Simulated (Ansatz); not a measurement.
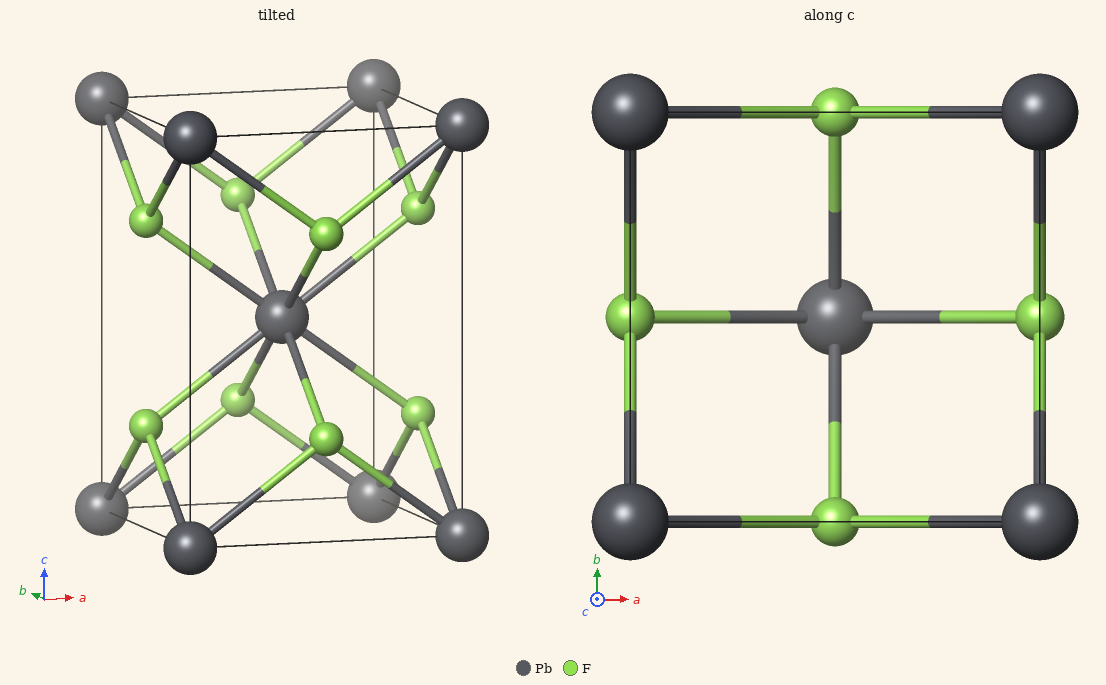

A ball-and-stick rendering, viewed slightly off an axis and along the c axis. The wireframe shows the conventional unit cell.

PbF₂, space group I4/mmm (No. 139), a = 4.187 Å, b = 4.187 Å, c = 6.071 Å, α = 90.00°, β = 90.00°, γ = 90.00°. The initial geometry was a structure type filled with these elements by a generator (whether the compound takes this form wasn't checked). The cell was then strained or its atoms displaced on purpose. Ansatz was used for an electronic-structure calculation on it.

This one geometry was computed with Ansatz (DFT, plane waves, PAW) at three levels of theory: HSE06, r2SCAN and PBE. It was relaxed with r2SCAN and then strained.

Which level gives the highest pressure at this volume, and what does that say about its equilibrium volume?

Answer. Highest: PBE (1.0 GPa), which points to the largest equilibrium volume. Lowest, with the smallest volume: r2SCAN (-1.8 GPa). Levels within 0.5 GPa of each other can't be told apart.

How does the band gap change with the level of theory?

Answer. PBE: a gap of 4.36 eV, indirect; r2SCAN: a gap of 4.87 eV, indirect; HSE06: a gap of 5.68 eV, indirect.

Collect the results in a table.

Answer.
| level | cutoff (eV) | k-mesh of the run's cell | gap (eV) | pressure (GPa) |
| --- | --- | --- | --- | --- |
| HSE06 | 420 | 6×6×6 | 5.68 | -0.7 |
| r2SCAN | 500 | 8×8×8 | 4.87 | -1.8 |
| PBE | 420 | 8×8×8 | 4.36 | 1.0 |

Gaps are taken on the k-mesh or band path of each run.
